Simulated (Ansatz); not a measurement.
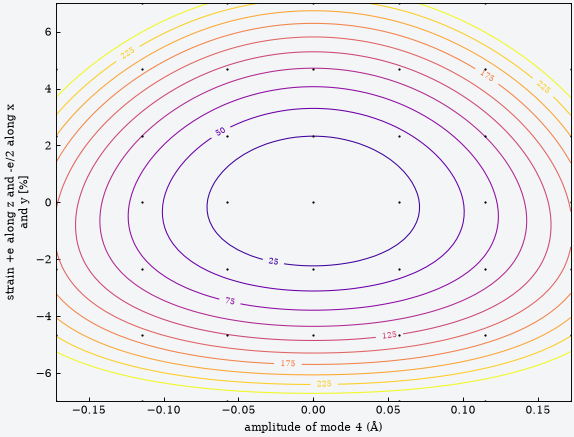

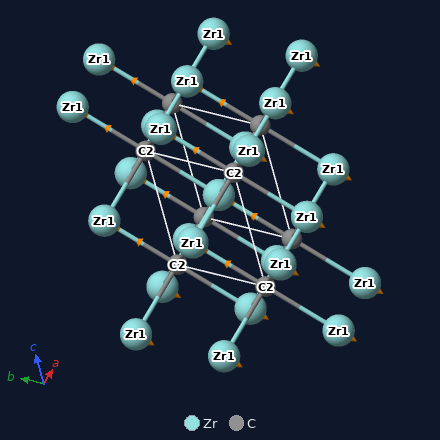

Energy landscape of ZrC (Fm-3m, No. 225; 2 atoms in the cell). The energy is mapped over a normal mode and a strain (zone-centre modes of the 2-atom cell of this scan) (x, y and z along the cube axes). The first coordinate is: amplitude of mode 4 (450 cm⁻¹), largest displacement in the unstrained cell; the second: strain +e along z and -e/2 along x and y. Nothing is relaxed (the pattern is fixed in fractional coordinates). The scan uses a 7 × 7 grid; 28 points were computed and 21 follow by symmetry. Points are written as (first, second). Energies are in meV per cell, from the lowest grid point. All numbers below come from DFT LDA, scalar-relativistic, plane waves, PAW (Ansatz). Settings: cutoff 520 eV, k-mesh 16×16×16, gaussian smearing 0.15 eV, no spin polarisation.

In the figure: contour lines labelled in meV (none above 250), dots at the grid points. Between grid points the surface is interpolated. The second picture is the structure at the lowest point

Summarise what can be read from the map.

Answer. The lowest grid point is at (0.000 Å, 0.00 %). No other kind of well shows on this grid. The highest grid point, (−0.172 Å, 7.00 %), lies 439 meV above the lowest.

The input of one point:

```yaml
crystal:
  lattice:
    - [0.0, 2.3207286109, 2.3207286109]
    - [2.3207286109, 0.0, 2.3207286109]
    - [2.3207286109, 2.3207286109, 0.0]
  atoms:
    - { symbol: Zr, position: [0.5, 0.5, 0.5] }
    - { symbol: C, position: [0.0, 0.0, 0.0] }
basis:
  ecutwfc: 520.0
kpoints:
  mp_grid: { grid: [16, 16, 16] }
hamiltonian:
  xc: lda
scf:
  occupations: { method: gaussian, width: 0.15 }
output:
  forces: true
  stress: true
  eigenvalues: true
  write_density: true
  write_potential: true
  elf: true
  volumetric_format: npy
```

Each point was launched as `ansatz run input.yaml --threads 1 --pin off --max-ram 2048MiB --backend cpu --events-out ev --progress --plain --runs-dir out`. The whole map (28 points run) took 13 min on 1 thread of Arm Neoverse N1, with other jobs on the host.
